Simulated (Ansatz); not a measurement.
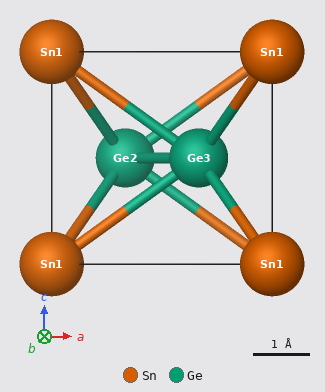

This is the input geometry for a relaxation of solid SnGe2 (a generated structure, set up in P6/mmm). The picture is a ball-and-stick view of the cell of the calculation, seen along the b axis.

Theory: DFT PBE, scalar-relativistic, plane waves, PAW (Ansatz 0.2.0).

Input
```yaml
crystal:
  lattice:
    - [4.5918279448, 0.0, 0.0]
    - [-2.2959139724, 3.97663965, 0.0]
    - [0.0, 0.0, 3.827541954]
  atoms:
    - { symbol: Sn, position: [0.0, 0.0, 0.0] }
    - { symbol: Ge, position: [0.3333333333, 0.6666666667, 0.5] }
    - { symbol: Ge, position: [0.6666666667, 0.3333333333, 0.5] }
basis:
  ecutwfc: 420
kpoints:
  mp_grid: { grid: [12, 12, 12] }
hamiltonian:
  xc: pbe
scf:
  occupations: { method: gaussian, width: 0.1 }
output:
  forces: true
  stress: true
  eigenvalues: true
  write_density: true
  write_potential: true
  elf: true
  volumetric_format: npy
relax:
  adjacent_minimum: "off"
  f_tol: 0.01
  max_steps: 80
  cell: { stress_tol: 0.05 }
```

Launched with:
```bash
ansatz run input.yaml --threads 1 --pin off --max-ram 2560MiB --backend cpu --events-out ev --progress --plain --runs-dir out
```

Where does the relaxation end?

The atoms keep their places relative to the cell (all moves are under 0.005 Å). The drawn cell changes as follows: a = b 4.592 → 4.614 Å (+0.5 %), c 3.828 → 3.777 Å (−1.3 %); the volume changes by −0.4 %. Among the contacts that change: Ge2–Ge3 2.651 → 2.664 Å, Sn1–Ge2 3.270 → 3.266 Å. The space group stays P6/mmm (No. 191). Over 3 accepted moves (4 points after the start) the energy falls by 0.3 meV per atom. All forces vanish by symmetry, so only the cell relaxes. The pressure goes from 0.08 to −0.01 GPa. The SCF was repeated once at an unchanged geometry on a basis and grid sized afresh for the cell, which shifted the energy by less than 0.05 meV per atom at most. The run took 2.3 min on 1 thread of Intel(R) Xeon(R) Processor @ 2.50GHz (Skylake/Cascade Lake), with other jobs on the host, peak memory 0.52 GiB.

History of the run:

```csv
step,"E − E(0), meV/atom","pressure, GPa","volume, Å³/atom",note
0,0.00,0.08,23.297,
1,-0.12,-0.01,23.310,
2,-0.34,-0.10,23.225,
3,-0.36,-0.01,23.215,
4,-0.34,-0.01,23.215,"same geometry, new basis"
```

The structure at the end:

```xyz
3
Lattice="4.6145 0.0000 0.0000 -2.3072 3.9963 0.0000 0.0000 0.0000 3.7766" Properties=species:S:1:pos:R:3 pbc="T T T"
Sn    2.3072    3.9963    0.0000
Ge    0.0000    2.6642    1.8883
Ge    2.3072    1.3321    1.8883
```

After the run, drawn alike:

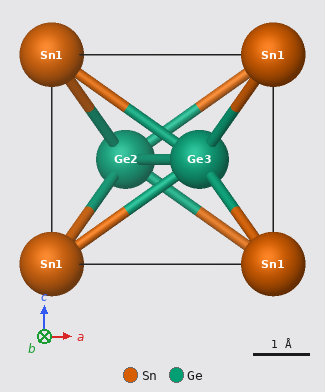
